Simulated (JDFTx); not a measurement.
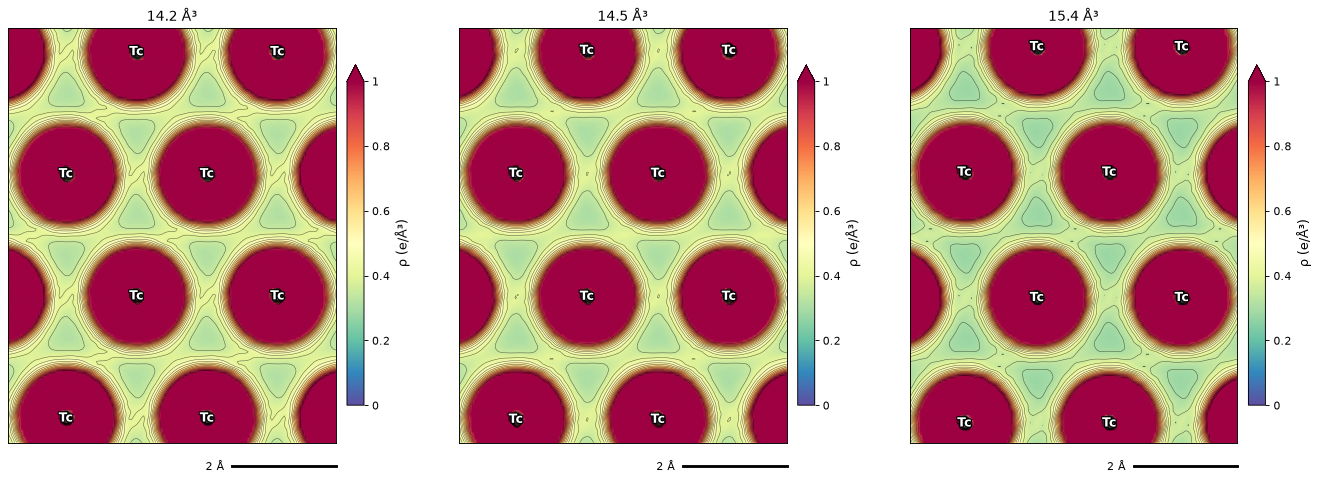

Tc. The valence electron density of cells scaled evenly to different volumes (given per atom above each panel), on the (100) plane of each (indices in the axes of the cell below), at one length scale and on one colour scale.

These are results of Kohn-Sham DFT of a periodic cell, PBE, PseudoDojo-SR-PBE-0.5-standard in JDFTx, not measurements.

The density is the valence pseudo-density of a pseudopotential calculation; it isn't the true density close to the nuclei.

The largest cell:

```yaml
crystal:
  lattice:
    - [0.00000, 1.98825, 1.98825]
    - [1.98825, 0.00000, 1.98825]
    - [1.98825, 1.98825, 0.00000]
  atoms:
    - { symbol: Tc, position: [0.00000, 0.00000, 0.00000] }
```

| volume (Å³/atom) | Tc–Tc contact in the plane (Å) | ρ at its midpoint (e/Å³) | pressure (GPa) | 
| --- | --- | --- | --- |
| 14.24 | 2.720 | 0.415 | 6.2 | 
| 14.53 | 2.739 | 0.402 | −0.2 | 
| 15.13 | 2.776 | ? | ? | 
| 15.42 | 2.794 | 0.368 | −15.6 | 
| 15.72 | 2.812 | 0.344 | −19.7 | 

Question: What values belong in the row with question marks?

Answer: Over the known rows ln ρ falls by 1.92 per Å of Tc–Tc distance (a least-squares line), which gives 0.374 e/Å³ at 2.776 Å; the calculation gives 0.379 e/Å³. For the pressure, a straight line in volume between the neighbouring rows gives −10.6 GPa; the calculation gives −11.0, lower because pressure rises ever faster on compression.
